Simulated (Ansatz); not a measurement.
**Quasiparticle gap of NbInO4 (P2/c)**

Aim: the quasiparticle gap of NbInO4 (P2/c), starting from r2SCAN.

Calculated with Ansatz 0.2.0; r2SCAN, then G0W0 on it, plane waves, PAW.

**Experimental background.**

- Gap 4.7 eV: direct gap from Elliott-Toyozawa fit; diffuse reflectance; 300 K; powder (“Accurate Determination of the Band-Gap Energy of the Rare-Earth Niobate Series”, 2024, arxiv:2401.13477).

**1. Starting point**

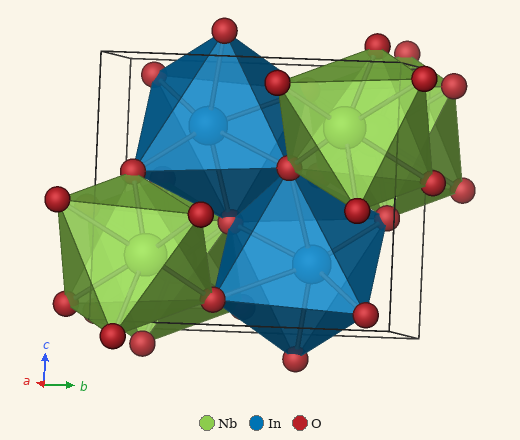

The starting structure, seen slightly off an axis (niobium green, indium blue, oxygen red). Some periodic images of atoms are drawn too.

The cell and positions come from the Crystallography Open Database and are kept as given unless a step says otherwise. The default PAW set here is soft_2. Its files were made with PBE.

**2. The r2SCAN band structure**

Levels along a band path and on the mesh show where this functional puts the band edges.

This step: DFT, r2SCAN, plane waves, PAW.

input.yaml reads:

```yaml
crystal:
  lattice:
    - [4.8355, 0.0, 0.0]
    - [0.0, 5.7709, 0.0]
    - [-0.1014445258, 0.0, 5.1429996119]
  atoms:
    - { symbol: Nb, position: [0.0, 0.1779, 0.25] }
    - { symbol: Nb, position: [0.0, 0.8221, 0.75] }
    - { symbol: In, position: [0.5, 0.6825, 0.25] }
    - { symbol: In, position: [0.5, 0.3175, 0.75] }
    - { symbol: O, position: [0.26, 0.618, 0.901] }
    - { symbol: O, position: [0.74, 0.618, 0.599] }
    - { symbol: O, position: [0.74, 0.382, 0.099] }
    - { symbol: O, position: [0.26, 0.382, 0.401] }
    - { symbol: O, position: [0.217, 0.898, 0.438] }
    - { symbol: O, position: [0.783, 0.898, 0.062] }
    - { symbol: O, position: [0.783, 0.102, 0.562] }
    - { symbol: O, position: [0.217, 0.102, 0.938] }
kpoints:
  mp_grid: { grid: [6, 4, 4] }
  band_path:
    path:
      - [0.0, 0.0, 0.0]
      - [0.0, 0.5, 0.0]
      - [0.0, 0.5, 0.5]
      - [0.0, 0.0, 0.5]
      - [0.0, 0.0, 0.0]
      - [-0.5, 0.0, 0.5]
      - [-0.5, 0.5, 0.5]
      - [0.0, 0.5, 0.0]
      - [-0.5, 0.5, 0.0]
      - [-0.5, 0.0, 0.0]
      - [0.0, 0.0, 0.0]
    npoints: 10
hamiltonian:
  xc: r2scan
scf:
  occupations: { method: fermi_dirac, width: 0.02 }
  n_extra_bands: 8
output:
  eigenvalues: true
  forces: true
  stress: true
```

Launch:

```console
$ ansatz run input.yaml --threads 24 --pin off --max-ram 82944MiB --backend cuda --events-out ev --progress --plain --runs-dir out --devices 1 --max-vram 78GiB
```

Numbers of over 12 decimals in the logs are rounded to 6 here.

Output:

```text
scf.n_extra_bands = 8 over 50 filled bands (N_el = 100.0): the run solves 58 bands
GPUs: using 1 of 1 available (devices: 1).
Engine: ansatz 0.2.0, aarch64-unknown-linux-gnu
Pseudopotentials: kind: paw
Pseudopotential: Nb, paw, valence charge 13, recommended cutoff 500 eV (meta_gga), Nb.paw.azcp
Pseudopotential: In, paw, valence charge 13, recommended cutoff 500 eV (meta_gga), In.paw.azcp
Pseudopotential: O, paw, valence charge 6, recommended cutoff 500 eV (meta_gga), O.paw.azcp
Functional definition: r2SCAN
  parameter k0 = 0.174
  parameter k1 = 0.065
  parameter a1 = 4.9479
  exchange = r2scan_x(k0 = k0, k1 = k1, a1 = a1)
  correlation = r2scan_c
device memory: the entry about to start is reckoned to put 6.1 GiB on a device that reports 168.3 GiB free (of which the cap on the GPU budget leaves the run 78.0 GiB)
GPU FFT provider: cuFFT
GPU libraries: cuBLAS 13.8.1, cuFFT 12.4.0, cuSOLVER 12.3.2
GPU matrix products: emulated (plane waves: as basis.precision tells), large ones in fixed point in workspaces of 1.00 GiB
Crystal: 12 atoms, lattice volume = 143.516 Å³
Basis set: ecut = 500 eV, 3649 PW (Γ), exchange–correlation on 144×180×160 points (64 copies of the dense FFT grid, shifted against one another)
Bands: 58, of which v1, the nominal top of the filled ones, is band 50 counted from 1 (49 counted from 0)
Symmetry: 4 space group operations
Space group: P2/c (ITA 13), of the structure as read, at distance tolerance 5.2e-5 Å
k-points: 42 of 96
Non-local potential: Nb, projectors of the file, l = 0: 3, l = 1: 2, l = 2: 2, l = 3: 1
Non-local potential: In, projectors of the file, l = 0: 2, l = 1: 2, l = 2: 2, l = 3: 2
Non-local potential: O, projectors of the file, l = 0: 2, l = 1: 2, l = 2: 1
PAW form: soft (Blöchl's): semilocal exchange-correlation on the pseudo side does not see the compensation charge
PAW frozen core: Nb, regenerated for the run's functional (the file was generated under x = pbe(κ = 0.804, μ = 0.219515), c = pbe(β = 0.066725))
PAW frozen core: In, regenerated for the run's functional (the file was generated under x = pbe(κ = 0.804, μ = 0.219515), c = pbe(β = 0.066725))
PAW frozen core: O, regenerated for the run's functional (the file was generated under x = pbe(κ = 0.804, μ = 0.219515), c = pbe(β = 0.066725))
PAW one-centre angular grid: Nb, 590 points (default); XC on 160 Gauss nodes
PAW one-centre angular grid: In, 590 points (default); XC on 289 of its mesh's 2783 points in the sphere
PAW one-centre angular grid: O, 302 points (default); XC on 160 Gauss nodes
Initial density: superposition of atomic densities (neutral atoms: chi_scale 0, normalization atom), corrected by the library's trained network
Initial wavefunctions: pseudopotential atomic-orbital guess
GPU buffer pool allocated for 64800 grid points (all kernels)
GPU transforms: local potential and band sums: pruned to the plane-wave sphere, on 36×45×40
Functional: x = r2scan, c = r2scan; τ floored in thin density (d = 2e-4 eV/Å³)
SCF iter   1: F=—  HF=-24908.816248 eV  |F-HF|=—  |Δ(HF+E_count)|=         —  Δρ=1.64e-2  dr2=5.10e-1  dr2_τ=7.17e-1  ethr=1.77e-3  ⟨swp⟩=6.4  Hψ=9248  notcnv=0
preconditioner: auto → Resta (q_TF=auto, 2.569 Å⁻¹)  ε∞=5.7  [insulator: Δε(μ)=4.059 eV  Ē_g=13.099 eV  σ=0.020 eV  W_gap=1.00  n_scr=38 (ndim 8)  ℏωp=28.4 eV  f_vac=0.026  D(μ)=0.00/eV (n_scr^D=0)  ε∞_Penn≈5.7]
SCF iter   2: F=—  HF=-24908.868317 eV  |F-HF|=—  |Δ(HF+E_count)|=   5.21e-2  Δρ=7.16e-3  dr2=2.52e-2  dr2_τ=2.39e-2  ethr=5.10e-4  ⟨swp⟩=2.9  Hψ=4563  notcnv=0  defer=84
SCF iter   3: F=—  HF=-24908.869732 eV  |F-HF|=—  |Δ(HF+E_count)|=   1.42e-3  Δρ=3.34e-3  dr2=7.65e-3  dr2_τ=7.22e-4  ethr=2.52e-5  ⟨swp⟩=2.6  Hψ=4207  notcnv=0  defer=84
SCF iter   4: F=—  HF=-24908.869742 eV  |F-HF|=—  |Δ(HF+E_count)|=   9.78e-6  Δρ=6.37e-4  dr2=4.44e-4  dr2_τ=7.19e-5  ethr=7.65e-6  ⟨swp⟩=2.3  Hψ=3851  notcnv=0  defer=84
SCF iter   5: F=—  HF=-24908.869492 eV  |F-HF|=—  |Δ(HF+E_count)|=   2.50e-4  Δρ=2.78e-4  dr2=1.01e-4  dr2_τ=1.63e-5  ethr=4.44e-7  ⟨swp⟩=2.0  Hψ=3643  notcnv=0  defer=84
SCF iter   6: F=—  HF=-24908.869545 eV  |F-HF|=—  |Δ(HF+E_count)|=   5.30e-5  Δρ=7.77e-5  dr2=9.71e-6  dr2_τ=7.39e-7  ethr=1.01e-7  ⟨swp⟩=2.0  Hψ=3806  notcnv=0  defer=84
SCF iter   7: F=—  HF=-24908.869775 eV  |F-HF|=—  |Δ(HF+E_count)|=   2.30e-4  Δρ=1.72e-5  dr2=4.83e-7  dr2_τ=3.67e-8  ethr=9.71e-9  ⟨swp⟩=2.0  Hψ=3838  notcnv=0  defer=84
SCF iter   8: F=-24908.869775 eV  HF=-24908.869775 eV  |F-HF|=1.18e-9  |Δ(HF+E_count)|=   1.01e-7  Δρ=4.02e-6  dr2=3.29e-8  dr2_τ=2.09e-9  ethr=1.00e-10  ⟨swp⟩=10.4  Hψ=9548  notcnv=0
SCF 1 converged in 8 iterations: F = -24908.869775 eV  dr2 = 3.29e-8
  greatest PAW one-centre occupation: 1.001 electrons in one spin orbital (limit 2), on the Nb atom at site 1 (counted from 0), in its partial waves of l = 0
device memory: the entry about to start is reckoned to put 11.0 GiB on a device that reports 168.8 GiB free (of which the cap on the GPU budget leaves the run 78.0 GiB)
NSCF: frozen V_eff on 101 k-points, pencils in batches of 32, up to order 256
SCF converged after 8 iterations
Free energy (F): -24908.869775 eV
Harris-Foulkes:  -24908.869775 eV  (|F-HF|=1.18e-9)
Internal energy: -24908.869775 eV  (E = F + TS)
E sigma→0 (E₀):  -24908.869775 eV
Fermi energy:    10.525687 eV
--- Per-component energies (eV) ---
  E_band       = -379.936242
  E_kinetic    = 2690.843805
  E_local      = -6467.150155  (includes V_loc(G=0)·N_el)
  E_nonlocal   = 1352.364405
  E_hartree    = 2315.123992
  E_xc         = -1325.916673
  E_vxc        = -1527.373519  (∫ρ·V_xc dr)
  E_paw        = -15841.503932  (= ΣΔE_a)
  E_vpaw       = -1156.186227  (= ΣTr[D̂ρ^β])
  E_aug_tail   = 0.008239  (compensation charges beyond the density's cutoff)
  E_vtau       = 97.299933  (kinetic-family band-sum trace: ∫τ·v_τ [+ j·A + Jᵃ·Aᵃ] dr)
  E_ewald      = -7633.930159
  E_core_change = 1.290703  (= ΣΔE_core)
  E_smearing   = -0.000000  (= −TS)
  E_closure    = -0.000000  (closes the sum)
  Σ components = -24908.869775   (vs F -24908.869775, Δ=0.00e0)
--- Forces (eV/Å), atoms counted from 1 ---
  atom   1  Nb     0.00000000     0.01846082     0.00000000
  atom   2  Nb     0.00000000    -0.01846082     0.00000000
  atom   3  In     0.00000000    -0.12508754     0.00000000
  atom   4  In     0.00000000     0.12508754     0.00000000
  atom   5  O     -0.02668579    -0.00958596     0.01245886
  atom   6  O      0.02668579    -0.00958596    -0.01245886
  atom   7  O      0.02668579     0.00958596    -0.01245886
  atom   8  O     -0.02668579     0.00958596     0.01245886
  atom   9  O     -0.15056199     0.04136016     0.11137750
  atom  10  O      0.15056199     0.04136016    -0.11137750
  atom  11  O      0.15056199    -0.04136016    -0.11137750
  atom  12  O     -0.15056199    -0.04136016     0.11137750
  max |Σ_I F_I| component: 2.78e-17 eV/Å
--- Stress (GPa, compression-positive) ---
        2.100547       0.000000       0.247142
        0.000000       2.190078       0.000000
        0.247137       0.000000       1.666278
  P = ⅓ Tr σ = 1.9856 GPa (19.856 kbar)
--- Band table (eV; the first three rows and the last of 42) ---
  k-point 0: bands = [... 46 lower, 8.0940, 8.1228, 8.4301, 8.4670, 12.6602, 13.1299, 13.1873, 13.2419, ... 4 higher]
  k-point 1: bands = [... 46 lower, 8.1603, 8.2559, 8.4361, 8.4628, 12.5983, 12.7977, 13.1409, 13.1437, ... 4 higher]
  k-point 2: bands = [... 46 lower, 8.1933, 8.1933, 8.3839, 8.3839, 12.5509, 12.5509, 13.1723, 13.1723, ... 4 higher]
  k-point 41: bands = [... 46 lower, 7.7785, 7.7785, 8.2925, 8.2925, 13.1242, 13.1242, 13.1583, 13.1583, ... 4 higher]
```

It took 1.9 s on 1 × NVIDIA GB200 (shared by 2 runs) with 24 threads of Arm Neoverse V2, shared host; peak memory 1.1 GiB; 6 s of CPU time.

This step gave:

- pressure: 1.986 GPa
- filled bands: 50
- gap: 3.797 eV
- valence top at: k = (0.333, 0.000, -0.250)
- conduction bottom at: k = (0.167, 0.000, -0.500)
- least direct gap: 3.939 eV

Over mesh and path the gap is 3.797 eV, from k = (0.333, 0.000, -0.250) to k = (0.167, 0.000, -0.500). The least direct gap found is 3.939 eV, at k = (0.000, 0.500, 0.000).

Electronic bands along the path, in eV, zero at the top of the highest nominally filled band:

```csv
point,band 47,band 48,band 49,band 50,band 51,band 52,band 53,band 54
Γ,-0.53,-0.50,-0.20,-0.16,4.03,4.50,4.56,4.62
Z,-0.59,-0.55,-0.37,-0.07,3.87,4.63,4.76,4.87
D,-0.53,-0.53,-0.36,-0.36,4.09,4.09,4.77,4.77
B,-0.43,-0.43,-0.24,-0.24,3.92,3.92,4.55,4.55
Γ,-0.53,-0.50,-0.20,-0.16,4.03,4.50,4.56,4.62
A,-0.54,-0.54,-0.19,-0.19,4.34,4.34,4.74,4.74
E,-0.85,-0.85,-0.33,-0.33,4.50,4.50,4.53,4.53
Z,-0.59,-0.55,-0.37,-0.07,3.87,4.63,4.76,4.87
C2,-0.69,-0.54,-0.37,-0.21,4.40,4.52,4.59,4.72
Y2,-0.40,-0.29,-0.29,-0.05,4.39,4.43,4.43,4.88
Γ,-0.53,-0.50,-0.20,-0.16,4.03,4.50,4.56,4.62
```

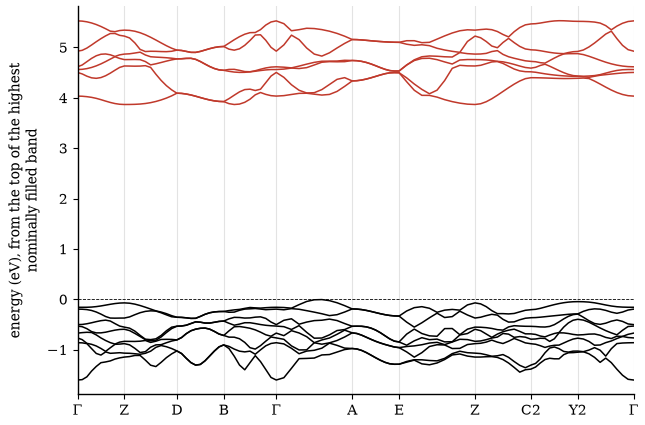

Electronic bands along the path; lines of filled and empty bands in two colours.

**3. The quasiparticle correction**

G0W0 replaces the xc potential by a self-energy built once from the orbitals of the start. Levels are corrected in the window of bands that the input names, at points of the mesh.

This step: G0W0 on r2SCAN, plane waves, PAW.

input.yaml, the sections that differ from step 2:

```yaml
kpoints:
  mp_grid: { grid: [4, 2, 4] }
scf:
  occupations: { method: fixed }
gw:
  n_empty_bands: 659
  ecut_chi: 160.0
  qp_bands: [v4, c4]
  qp_kpoints: band_edges
  screening: { model: contour_deformation }
# crystal, hamiltonian: as in step 2
# output: removed
```

Output:

```text
GPUs: using 1 of 1 available (devices: 1).
[...]
Crystal: 12 atoms, lattice volume = 143.516 Å³
Basis set: ecut = 500 eV, 3649 PW (Γ), exchange–correlation on 144×180×160 points (64 copies of the dense FFT grid, shifted against one another)
Bands: 62, of which v1, the nominal top of the filled ones, is band 50 counted from 1 (49 counted from 0)
Symmetry: 4 space group operations
[...]
k-points: 20 of 32
[...]
SCF iter   1: F=—  HF=-24908.806817 eV  |F-HF|=—  |Δ(HF+E_count)|=         —  Δρ=1.64e-2  dr2=5.11e-1  dr2_τ=7.18e-1  ethr=1.77e-3  ⟨swp⟩=5.0  Hψ=4270  notcnv=0  defer=192
[...]
SCF iter   8: F=-24908.859429 eV  HF=-24908.859429 eV  |F-HF|=3.24e-9  |Δ(HF+E_count)|=   7.80e-8  Δρ=3.77e-6  dr2=2.90e-8  dr2_τ=2.19e-9  ethr=1.00e-10  ⟨swp⟩=10.0  Hψ=4192  notcnv=0
SCF 1 converged in 8 iterations: F = -24908.859429 eV  dr2 = 2.90e-8
[...]
SCF converged after 8 iterations
[...]
12    54     13.4200   -14.0103    -5.1652   -20.1329  0.7764    14.3899    14.3773  root
    13    47      7.8361   -26.2676     4.3420   -21.5128  0.7531     7.4207     7.4232  root
    13    48      7.8931   -25.7060     4.2995   -21.0001  0.7511     7.4843     7.4868  root
    13    49      8.3510   -26.2471     4.4194   -21.4727  0.7509     7.9941     7.9959  root
    13    50      8.3690   -25.9545     4.4816   -21.1255  0.7476     8.0198     8.0216  root
    13    51     12.6407   -13.4107    -5.2328   -19.4763  0.7880    13.4820    13.4735  root
    13    52     12.7787   -12.9748    -4.9739   -18.7208  0.7957    13.5574    13.5507  root
    13    53     13.3852   -14.2877    -5.1809   -20.4176  0.7738    14.3469    14.3341  root
    13    54     13.4523   -14.3129    -5.2297   -20.5281  0.7740    14.4514    14.4378  root
    14    47      8.2300   -26.9752     4.1286   -22.4878  0.7620     7.8696     7.8712  root
    14    48      8.3335   -26.2994     4.3957   -21.5409  0.7513     7.9688     7.9707  root
    14    49      8.3373   -25.9014     4.5782   -20.9719  0.7453     7.9841     7.9859  root
    14    50      8.5814   -26.2400     4.5947   -21.2992  0.7480     8.2336     8.2353  root
    14    51     13.0143   -13.9070    -5.3176   -20.1425  0.7773    13.9439    13.9322  root
    14    52     13.0535   -13.9909    -5.1939   -20.1138  0.7798    13.9939    13.9825  root
    14    53     13.0591   -13.6851    -5.0353   -19.6341  0.7808    13.9834    13.9727  root
    14    54     13.5041   -14.2129    -5.3428   -20.5196  0.7707    14.4819    14.4681  root
    15    47      8.0952   -25.9181     4.5335   -20.9941  0.7460     7.7024     7.7048  root
    15    48      8.1320   -26.8697     4.1685   -22.3301  0.7615     7.7591     7.7608  root
    15    49      8.4778   -26.1110     4.5872   -21.1697  0.7469     8.1218     8.1236  root
    15    50      8.5244   -26.3218     4.4460   -21.5378  0.7505     8.1849     8.1865  root
    15    51     12.8429   -13.7007    -5.2782   -19.8680  0.7829    13.7422    13.7320  root
    15    52     13.0938   -13.3556    -5.2151   -19.4304  0.7817    13.9634    13.9534  root
    15    53     13.2632   -13.9279    -5.2139   -20.0626  0.7761    14.1958    14.1840  root
    15    54     13.3959   -14.3007    -5.0109   -20.2675  0.7767    14.3638    14.3516  root
    16    47      8.0906   -26.5696     4.3403   -21.8400  0.7545     7.6992     7.7013  root
    16    48      8.0906   -26.5696     4.3403   -21.8400  0.7545     7.6992     7.7013  root
    16    49      8.4360   -26.1668     4.5104   -21.3049  0.7485     8.0826     8.0844  root
    16    50      8.4360   -26.1668     4.5104   -21.3049  0.7485     8.0826     8.0844  root
    16    51     12.9626   -13.6026    -5.1412   -19.6051  0.7833    13.8335    13.8239  root
    16    52     12.9626   -13.6026    -5.1412   -19.6051  0.7833    13.8335    13.8239  root
    16    53     13.3683   -13.9303    -5.1840   -20.0174  0.7771    14.2827    14.2714  root
    16    54     13.3683   -13.9303    -5.1840   -20.0174  0.7771    14.2827    14.2714  root
    17    47      7.9396   -25.9882     4.3112   -21.3088  0.7512     7.5695     7.5714  root
    17    48      8.0907   -26.3036     4.3542   -21.5915  0.7552     7.7310     7.7327  root
    17    49      8.2608   -25.8268     4.5274   -20.9398  0.7456     7.8993     7.9012  root
    17    50      8.4219   -26.1755     4.6383   -21.1758  0.7463     8.0585     8.0604  root
    17    51     13.0260   -13.9108    -5.4095   -20.2200  0.7769    13.9372    13.9258  root
    17    52     13.1429   -13.6989    -4.8977   -19.3981  0.7942    13.9517    13.9444  root
    17    53     13.2168   -14.0983    -5.2548   -20.3039  0.7757    14.1802    14.1676  root
[...]
18    51     12.9005   -13.5040    -5.4430   -19.8396  0.7805    13.8038    13.7930  root
    18    52     12.9669   -13.1550    -5.0325   -18.9733  0.7944    13.7598    13.7526  root
    18    53     13.4006   -14.4165    -5.1425   -20.4930  0.7740    14.3469    14.3346  root
    18    54     13.4682   -14.4647    -5.0926   -20.5387  0.7753    14.4627    14.4496  root
    19    47      7.7804   -26.1481     4.4692   -21.2631  0.7522     7.3620     7.3646  root
    19    48      7.7804   -26.1481     4.4692   -21.2631  0.7522     7.3620     7.3646  root
    19    49      8.2941   -26.0032     4.5146   -21.1169  0.7477     7.9203     7.9224  root
    19    50      8.2941   -26.0032     4.5146   -21.1169  0.7477     7.9203     7.9224  root
    19    51     13.1251   -13.3582    -5.2712   -19.4919  0.7840    13.9974    13.9876  root
    19    52     13.1251   -13.3582    -5.2712   -19.4919  0.7840    13.9974    13.9876  root
    19    53     13.1590   -14.0158    -5.1014   -20.0007  0.7806    14.0529    14.0425  root
    19    54     13.1590   -14.0158    -5.1014   -20.0007  0.7806    14.0529    14.0425  root
```

Wall time 22 s (1 × NVIDIA GB200 (shared by 2 runs) with 24 threads); peak memory 4.3 GiB.

This step gave:

| Quantity | Value |
| --- | --- |
| bands summed | 709 |
| RPA ε∞ on this mesh (eigenvalues) | 4.412, 4.512, 4.749 |
| plane waves in the screening matrix | 645 |
| q-points in the mesh | 32 |
| G0W0 gap over the corrected points | 4.942 eV |
| k of the valence top | 0.25, 0, -0.25 |
| k of the conduction bottom | 0.25, 0, -0.5 |
| starting gap on the mesh | 3.846 eV |
| Z at the valence top | 0.7514 |
| Z at the conduction bottom | 0.7967 |
| least direct G0W0 gap over the corrected points | 5.061 eV |

Over all 20 irreducible mesh points the G0W0 gap is 4.942 eV, from k = (0.250, 0.000, -0.250) to k = (0.250, 0.000, -0.500). The r2SCAN gap of this run on the mesh is 3.846 eV. The two states that bound the G0W0 gap lie that far apart at the start, so the correction of the gap is 4.942 − 3.846 = +1.096 eV. The start of this run differs from the step before in mesh (6×4×4 and 4×2×4).

Labels follow the order of the start: v1 is the top filled band, c1 the lowest empty one; levels that stay degenerate share a row, the window can cut a multiplet, doubted levels are not marked in this list, bands outside the window were not corrected, and the list may be a part of the corrected levels. The levels before and after the correction (eV, zero at the valence-band top of each column):

```csv
,conduction bottom,valence top
Kohn-Sham,3.85,0.00
G0W0,4.94,0.00
```

```csv
,level,occupation,energy (eV)
Kohn-Sham,(0.25 0 -0.5) v3,2,-0.408
Kohn-Sham,(0.25 0 -0.5) v2,2,-0.281
Kohn-Sham,(0.25 0 -0.5) v1,2,-0.170
Kohn-Sham,(0.25 0 -0.5) c1,0,3.846
Kohn-Sham,(0.25 0 -0.5) c2,0,4.427
Kohn-Sham,(0.25 0 -0.5) c3,0,4.552
Kohn-Sham,(0.25 0 -0.25) v3,2,-0.413
Kohn-Sham,(0.25 0 -0.25) v2,2,-0.245
Kohn-Sham,(0.25 0 -0.25) v1,2,0.000
Kohn-Sham,(0.25 0 -0.25) c1,0,4.082
Kohn-Sham,(0.25 0 -0.25) c2,0,4.112
Kohn-Sham,(0.25 0 -0.25) c3,0,4.662
G0W0,(0.25 0 -0.5) v3,2,-0.456
G0W0,(0.25 0 -0.5) v2,2,-0.301
G0W0,(0.25 0 -0.5) v1,2,-0.192
G0W0,(0.25 0 -0.5) c1,0,4.942
G0W0,(0.25 0 -0.5) c2,0,5.605
G0W0,(0.25 0 -0.5) c3,0,5.794
G0W0,(0.25 0 -0.25) v3,2,-0.447
G0W0,(0.25 0 -0.25) v2,2,-0.272
G0W0,(0.25 0 -0.25) v1,2,0.000
G0W0,(0.25 0 -0.25) c1,0,5.198
G0W0,(0.25 0 -0.25) c2,0,5.277
G0W0,(0.25 0 -0.25) c3,0,5.957
```

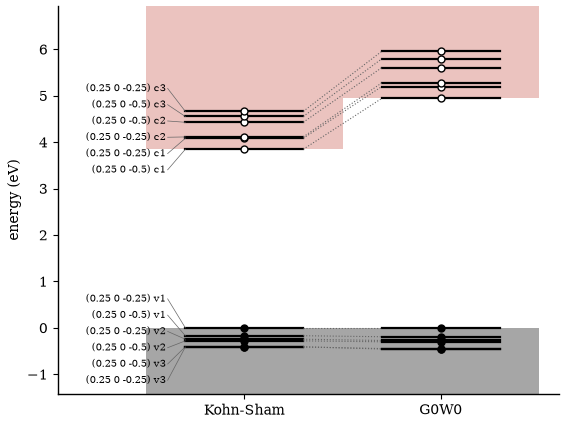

Levels before and after the correction. Shaded: valence and conduction bands. Filled marks are occupied levels, open marks empty ones.

The parts of the quasiparticle energy for the two states that bound the G0W0 gap, in eV on the run's own scale (QP = start + Σx + Σc − Vxc, with Σc at the quasiparticle energy):

```csv
edge,k,band,start,Σx,Σc,Vxc,Z,QP
valence top,"(0.250, 0.000, -0.250)",50,8.617,−26.333,4.396,−21.609,0.751,8.290
conduction bottom,"(0.250, 0.000, -0.500)",51,12.463,−13.071,−4.876,−18.715,0.797,13.232
```

(Continued in part 2 of 2.)

[Paths, hosts, dates, memory and timing lines, banners, echoed tables and standing remarks are left out of the program output.]

[Logs are printed without paths, hosts, clocks, repeated set-up lines and the standing remarks that a program may print on its own settings, such as how far it seeks lower states.]

[Runs of the session that timed out or met a known fault of the program may be left out.]

[Cells called generated may have been cut or substituted from an entry of the Crystallography Open Database or the Materials Project.]

[Hosts, paths, dates, database ids (printed as entryN), source tags and the programs' standing remarks are cut or masked in the printed files.]

[Where an RPA ε∞ is given, it is that of the G0W0 mesh and is not shown converged in it. Names of k-points follow the symmetry that the program found, which can be lower than the space group named. Band edges on a path are those of the sampled points; other points can move an edge, and change direct to indirect where valleys lie close.]

[Hybrid gaps are those of their k-mesh and are not shown converged in it.]
